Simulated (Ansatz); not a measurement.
**Geometry relaxation of Ta7N9 (part 2 of 3)**

Continued. System: Ta7N9 (slab, 16 atoms in the cell). Method: DFT PBEsol, scalar-relativistic, plane waves, PAW, no spin polarisation (Ansatz 0.2.0); cutoff 420 eV, 6×6×1 k-mesh, Gaussian smearing of 0.1 eV. The structure derives from an entry of the Crystallography Open Database. The input holds or restrains some coordinates. Forces given for the steps count only the free coordinates. It belongs to a series of runs on one base structure; here: clean slab, lower half held.

Geometry of the input (Å; fractional positions):
```
5.1789  0.0000  0.0000
-2.5895  4.4851  0.0000
0.0000  0.0000  22.7920
Ta 0.0000  0.0000  0.3729
N  0.0000  0.3934  0.3729
N  0.3934  0.0000  0.3729
N  0.6066  0.6066  0.3729
Ta 0.3333  0.6667  0.4365
Ta 0.6667  0.3333  0.4365
Ta 0.0000  0.0000  0.5000
N  0.0000  0.3934  0.5000
N  0.3934  0.0000  0.5000
N  0.6066  0.6066  0.5000
Ta 0.3333  0.6667  0.5635
Ta 0.6667  0.3333  0.5635
Ta 0.0000  0.0000  0.6271
N  0.0000  0.3934  0.6271
N  0.3934  0.0000  0.6271
N  0.6066  0.6066  0.6271
```

What the program printed, continued
```
SCF iter   1: F=—  HF=-72063.646526 eV  |F-HF|=—  |Δ(HF+E_count)|=         —  Δρ=5.86e-4  dr2=1.63e-3  ethr=4.98e-5  p=0.059 e·Å  D=2.02e-2 V/Å  ΔV_dip=-0.46 eV  dr2_dipole=9.62e-6  V_vac-E_F(+/−)=4.73/5.19 eV  ⟨swp⟩=2.0  Hψ=846  notcnv=0  defer=13
efield: sawtooth ramp at fractional position 0.9800 (handed on by an earlier solve), width 0.0400; the density the first Hamiltonian is built on has a dipole p = 0.059 e·Å; the dipole correction subtracts the counter field D = 2.02e-2 V/Å, which shifts the + side's vacuum level by -0.46 eV against the − side's; the planar-averaged density in the ramp window peaks in size at 4.5e-6 e/Å³
preconditioner: auto → LDOS  [insulator: Δε(μ)=0.174 eV  Ē_g=8.702 eV  σ=0.100 eV  W_gap=0.71  n_scr=92 (ndim 8)  ℏωp=14.4 eV  f_vac=0.609  D(μ)=4.33/eV (n_scr^D=8)  ε∞_Penn≈3.8  β→1.0]
SCF iter   2: F=—  HF=-72063.646478 eV  |F-HF|=—  |Δ(HF+E_count)|=   4.76e-5  Δρ=3.60e-4  dr2=1.82e-3  ethr=1.20e-6  p=0.059 e·Å  D=2.01e-2 V/Å  ΔV_dip=-0.46 eV  dr2_dipole=8.03e-6  V_vac-E_F(+/−)=4.72/5.18 eV  ⟨swp⟩=3.1  Hψ=1142  notcnv=0  defer=13
SCF iter   3: F=—  HF=-72063.646204 eV  |F-HF|=—  |Δ(HF+E_count)|=   2.74e-4  Δρ=1.24e-4  dr2=1.94e-4  ethr=1.20e-6  p=0.057 e·Å  D=1.95e-2 V/Å  ΔV_dip=-0.44 eV  dr2_dipole=2.27e-6  V_vac-E_F(+/−)=4.74/5.18 eV  ⟨swp⟩=2.0  Hψ=860  notcnv=0  defer=13
SCF iter   4: F=—  HF=-72063.645913 eV  |F-HF|=—  |Δ(HF+E_count)|=   2.90e-4  Δρ=3.45e-5  dr2=1.21e-5  ethr=1.43e-7  p=0.057 e·Å  D=1.94e-2 V/Å  ΔV_dip=-0.44 eV  dr2_dipole=1.64e-7  V_vac-E_F(+/−)=4.74/5.18 eV  ⟨swp⟩=2.3  Hψ=794  notcnv=0  defer=13
SCF iter   5: F=-72063.645912 eV  HF=-72063.645912 eV  |F-HF|=2.28e-7  |Δ(HF+E_count)|=   1.45e-6  Δρ=6.68e-6  dr2=5.62e-7  ethr=6.69e-10  p=0.057 e·Å  D=1.95e-2 V/Å  ΔV_dip=-0.44 eV  dr2_dipole=1.02e-7  V_vac-E_F(+/−)=4.74/5.18 eV  ⟨swp⟩=20.0  Hψ=6351  notcnv=0
SCF 5 converged in 5 iterations: F = -72063.645912 eV  dr2 = 5.62e-7
relax step   5: F+E_penalty+E_count = -72063.64591179 eV  Δ(F+E_penalty+E_count) = -1.412e-3 eV  max|allowed force component| = 2.344e-2 eV/Å  Δτ_max = 0.0130 Å  (5 SCF iters, dr2 threshold 9.10e-7 eV, accepted)
iter 1 solved again at ethr=4.20e-10 eV; its pass at ethr=3.10e-3 eV (dr2=5.72e-7 eV) is discarded
SCF iter   1: F=—  HF=-72063.645954 eV  |F-HF|=—  |Δ(HF+E_count)|=         —  Δρ=6.70e-6  dr2=5.71e-7  ethr=4.20e-10  p=0.057 e·Å  D=1.95e-2 V/Å  ΔV_dip=-0.44 eV  dr2_dipole=1.06e-7  V_vac-E_F(+/−)=4.74/5.18 eV  ⟨swp⟩=1.0  Hψ=1414  notcnv=0
efield: sawtooth ramp at fractional position 0.9800 (handed on by an earlier solve), width 0.0400; the density the first Hamiltonian is built on has a dipole p = 0.057 e·Å; the dipole correction subtracts the counter field D = 1.95e-2 V/Å, which shifts the + side's vacuum level by -0.44 eV against the − side's; the planar-averaged density in the ramp window peaks in size at 4.5e-6 e/Å³
SCF iter   2: F=—  HF=-72063.645912 eV  |F-HF|=—  |Δ(HF+E_count)|=   4.15e-5  Δρ=7.57e-6  dr2=8.34e-7  ethr=4.20e-10  p=0.057 e·Å  D=1.95e-2 V/Å  ΔV_dip=-0.44 eV  dr2_dipole=5.94e-8  V_vac-E_F(+/−)=4.74/5.18 eV  ⟨swp⟩=2.1  Hψ=811  notcnv=0
SCF iter   3: F=-72063.645912 eV  HF=-72063.645912 eV  |F-HF|=8.07e-8  |Δ(HF+E_count)|=   1.27e-9  Δρ=2.44e-6  dr2=9.57e-8  ethr=7.35e-11  p=0.057 e·Å  D=1.95e-2 V/Å  ΔV_dip=-0.44 eV  dr2_dipole=1.10e-8  V_vac-E_F(+/−)=4.74/5.18 eV  ⟨swp⟩=11.3  Hψ=4987  notcnv=0
SCF 6 converged in 3 iterations: F = -72063.645912 eV  dr2 = 9.57e-8
relax step   6: F+E_penalty+E_count = -72063.64591222 eV  Δ(F+E_penalty+E_count) = -4.240e-7 eV  max|allowed force component| = 2.339e-2 eV/Å  Δτ_max = 0.0000 Å  (3 SCF iters, accepted)
```

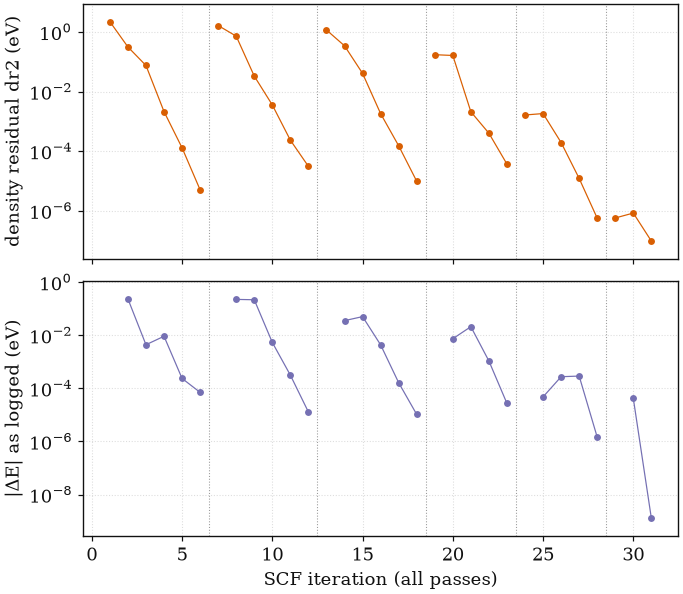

**Figure 1.** Convergence of the self-consistent field: density residual dr2 and size of the energy change against the SCF iteration. The dotted lines part the SCF passes of the relaxation: geometry steps, rejected trials and re-solves on a re-selected basis. The 6 passes take 3 to 6 iterations each, 31 in all.

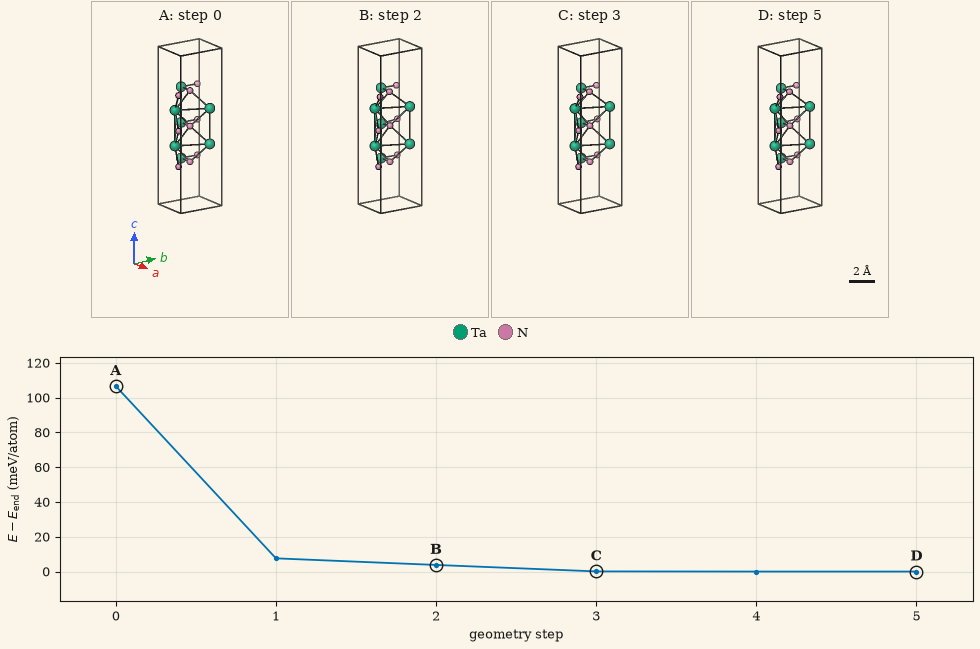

**Figure 2.** Frames of the restrained relaxation (ball-and-stick view of the cell of the calculation, with the vacuum cut short (origin shifted), seen slightly off an axis) above the curves, on which the letters mark them (the first geometry is step 0 here and step 1 in the log).

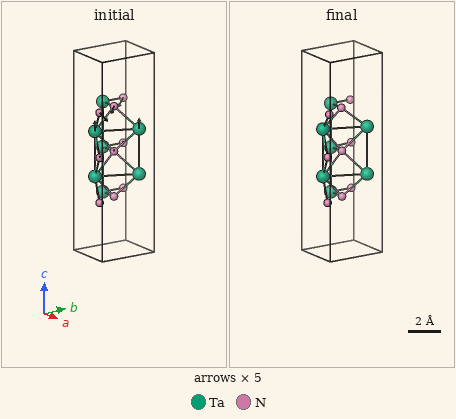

**Figure 3.** Before (left) and after (right) the restrained relaxation, at one scale (ball-and-stick view of the cell of the calculation, with the vacuum cut short (origin shifted), seen slightly off an axis). The black arrows give the displacements, magnified 5 times. After 5 geometry steps the energy has fallen by 107 meV per atom. The largest force component goes from 5.1 to 0.023 eV/Å. The largest moves, 0.16 Å, are those of N14, N15 and N16. By element the largest moves are N 0.16 Å, Ta 0.15 Å. The cell stays as it was. Among the contacts that change: Ta5–Ta11 2.896 → 3.042 Å, Ta11–N14 2.153 → 2.021 Å, Ta13–N14 2.037 → 1.926 Å, N10–Ta11 2.153 → 2.233 Å. Among the angles that change: Ta11–N16–Ta12 87.9° → 95.4°, Ta11–N16–Ta13 104.9° → 109.2°, Ta11–N10–Ta12 87.9° → 84.1°. (Atoms are counted from 1 in the order of the input.)

```
WARN: The output density's exchange-correlation potential varies sharply where the density is thin. Do not read a vacuum level from v_tot or v_xc, or from such a field of the output density. On a cell that repeats whose density bears no net charge and no dipole along the vacuum's axis use v_es (v_loc + v_h of the components); under efield.dipole_correction with no amplitude use v_es + v_field, which holds any external_charges[].barrier, or the levels of the report's work_function block, which leave it out; under a non-zero efield.amplitude the vacuum is tilted and has no level; on a cell that repeats and bears such a dipole with no correction it is tilted too, and efield.dipole_correction with no amplitude gives each side of its ramp a level where efield: is served; in a cell that repeats whose density bears a net charge (total_charge, or a fill off its count) it is curved and has none; of a slab under crystal.periodic whose density bears no net charge use v_es, which has a level on each side, short of where the two are joined; of another it falls or rises all the way out and has none; of a slab beside external_charges read slab_vacuum_level instead, which it has where they leave it neutral. The grid or the basis barely resolves most such structure, and the values can differ between equally converged runs; as a rule a tighter scf.convergence.dr2_threshold does not remove it. Where the density itself ripples (under the LDA too) a higher basis.ecutwfc lessens it. The files hold the spikes' plane waves up to the density's cutoff. Files: v_tot_of_output_density and the like, and their columns of v_z.tsv (output.write_potential); v_xc_of_output_density and the like, and their columns of v_comp_z.tsv (output.write_potential_components). Measured: with its Gaussian average of σ = 0.25 Å subtracted twice, the exchange-correlation potential is over 0.1 eV at 30 of the grid points where the equally averaged density (valence and model cores) is under 1e-3 e/Å³, and 0.221 eV at the most among them, at an averaged density of 4.1e-8 e/Å³. The input density's (outcome.potential() and, of a run that writes arrays, v_tot and v_xc) is over 0.1 eV, so measured, at 2 points of its own thin density, 0.140 eV at the most. See output.write_potential in the manual, Limitations
SCF converged after 3 iterations
Free energy (F): -72063.645912 eV
Harris-Foulkes:  -72063.645912 eV  (|F-HF|=8.07e-8)
Internal energy: -72063.624260 eV  (E = F + TS)
E sigma→0 (E₀):  -72063.635086 eV
Entropy (-TS):   -0.021652 eV (-1.353 meV/atom)
Fermi energy:    2.323679 eV
Dipole field:    D = 0.019379 V/Å  (p = 0.056697 e·Å, saw-weighted, corrected)
Work function:   Φ+ = 4.7400 eV   Φ− = 5.1817 eV
Levels:          The Fermi level and band energies are counted from a zero that moves with the ramp; work functions are not
--- Per-component energies (eV) ---
  E_band       = -2561.427921
  E_kinetic    = 3725.172475
  E_local      = -132691.126104  (includes V_loc(G=0)·N_el)
  E_nonlocal   = 536.335021
  E_hartree    = 64476.422496
  E_xc         = -2050.269097
  E_vxc        = -2104.623692  (∫ρ·V_xc dr)
  E_paw        = -59010.350501  (= ΣΔE_a)
  E_vpaw       = -980.000423  (= ΣTr[D̂ρ^β])
  E_aug_tail   = 0.001798  (compensation charges beyond the density's cutoff)
  E_efield     = 0.000549  (sawtooth field / dipole correction)
  E_vefield    = -0.009700  (∫n·V_field dr)
  E_ewald      = 52948.440688
  E_core_change = 1.748415  (= ΣΔE_core)
  E_smearing   = -0.021652  (= −TS)
  E_closure    = -0.000000  (closes the sum)
  Σ components = -72063.645912   (vs F -72063.645912, Δ=0.00e0)
--- Forces (eV/Å), atoms counted from 1 ---
  atom   1  Ta     0.00000000     0.00000000     0.26581622
  atom   2  N      1.01189056    -1.75264586     2.80377942
  atom   3  N     -2.02378112    -0.00000000     2.80377942
  atom   4  N      1.01189056     1.75264586     2.80377942
  atom   5  Ta    -0.00000000     0.00000000    -4.34312144
  atom   6  Ta    -0.00000000    -0.00000000    -4.34312144
  atom   7  Ta    -0.00000000     0.00000000     0.02247614
  atom   8  N      0.00254710    -0.00441171    -0.00545743
  atom   9  N     -0.00509420    -0.00000000    -0.00545743
  atom  10  N      0.00254710     0.00441171    -0.00545743
  atom  11  Ta     0.00000000     0.00000000    -0.00299448
  atom  12  Ta    -0.00000000    -0.00000000    -0.00299448
  atom  13  Ta     0.00000000     0.00000000     0.02338799
  atom  14  N     -0.00939812     0.01627803    -0.00473549
  atom  15  N      0.01879625     0.00000000    -0.00473549
  atom  16  N     -0.00939812    -0.01627803    -0.00473549
  max |Σ_I F_I| component: 2.08e-4 eV/Å
--- Band table (eV; the first three rows and the last of 7) ---
  k-point 0: bands = ["-65.9008", "-65.8521", "-65.7598", "-65.7134", "-65.5193", "-65.4118", "-65.3232", "-32.7833", "-32.7833", "-32.6446", "-32.5390", "-32.5390", "-32.4718", "-32.4311", "-32.4311", "-32.2824", "-32.2736", "-32.2736", "-32.2690", "-32.1351", "-32.0957", "-32.0957", "-32.0271", "-32.0271", "-31.9923", "-31.8933", "-31.8933", "-31.6705", "-14.1993", "-12.4167", "-12.3119", "-12.3119", "-11.4444", "-11.2485", "-11.2485", "-10.2019", "-10.2019", "-4.6191", "-4.2726", "-3.7419", "-3.7419", "-3.5429", "-3.5429", "-2.7669", "-2.2387", "-2.2387", "-1.7934", "-1.7934", "-1.6017", "-1.5589", "-1.5589", "-1.4451", "-0.7929", "-0.7458", "-0.7458", "-0.6814", "-0.6814", "-0.5761", "-0.4899", "-0.4899", "0.0834", "0.3755", "0.6394", "0.6394", "0.7805", "2.0010", "2.0010", "2.4873", "2.8874", "2.8874", "3.6399", "4.7039", "4.7039", "4.7254", "4.7254", "5.1582", "5.1582", "5.4119", "5.8347", "5.9731", "5.9731", "5.9821", "6.1174", "6.1174"]
  k-point 1: bands = ["-65.8978", "-65.8550", "-65.7570", "-65.7161", "-65.5194", "-65.4118", "-65.3232", "-32.8068", "-32.7762", "-32.6462", "-32.5610", "-32.5337", "-32.4819", "-32.4081", "-32.3949", "-32.2918", "-32.2794", "-32.2519", "-32.2296", "-32.1441", "-32.1189", "-32.0957", "-32.0452", "-32.0330", "-31.9866", "-31.9024", "-31.8965", "-31.6708", "-14.0355", "-12.3951", "-12.3503", "-12.2776", "-11.3844", "-11.2980", "-11.2645", "-10.2790", "-10.2240", "-4.5911", "-4.3787", "-4.0684", "-3.6192", "-3.5470", "-3.4442", "-2.7599", "-2.6135", "-2.3640", "-2.1827", "-2.0974", "-1.7936", "-1.6527", "-1.5101", "-1.2335", "-0.9773", "-0.8093", "-0.6497", "-0.5557", "-0.5051", "-0.4343", "-0.3252", "-0.0975", "0.1337", "0.3519", "0.4281", "0.7791", "1.1845", "1.8515", "2.0223", "2.4980", "2.5731", "2.7437", "3.7078", "4.4710", "4.7561", "4.8613", "4.9568", "5.1466", "5.2054", "5.5500", "5.6927", "5.8168", "5.8774", "6.0571", "6.1869", "6.3573"]
  k-point 2: bands = ["-65.8903", "-65.8624", "-65.7498", "-65.7231", "-65.5196", "-65.4119", "-65.3234", "-32.8463", "-32.7341", "-32.6433", "-32.5955", "-32.5181", "-32.4951", "-32.4229", "-32.3303", "-32.2923", "-32.2745", "-32.2183", "-32.1955", "-32.1720", "-32.1636", "-32.0947", "-32.0535", "-32.0463", "-31.9844", "-31.9045", "-31.9025", "-31.6718", "-13.6072", "-12.6263", "-12.3779", "-12.0647", "-11.4536", "-11.3399", "-11.1197", "-10.4914", "-10.2708", "-4.7141", "-4.4487", "-4.2949", "-3.8072", "-3.4317", "-3.3133", "-3.1701", "-3.0082", "-2.4841", "-2.3499", "-2.2377", "-1.9467", "-1.8746", "-1.6814", "-1.3655", "-1.0594", "-0.8541", "-0.6428", "-0.3805", "-0.3297", "-0.2304", "-0.1528", "0.0164", "0.3474", "0.4327", "0.6819", "1.0404", "1.3894", "1.5807", "1.8654", "2.0472", "2.5815", "2.7567", "4.0849", "4.1211", "4.4945", "4.9405", "5.1773", "5.2340", "5.4619", "5.5269", "5.8210", "5.9593", "6.0886", "6.2202", "6.3683", "6.6826"]
```
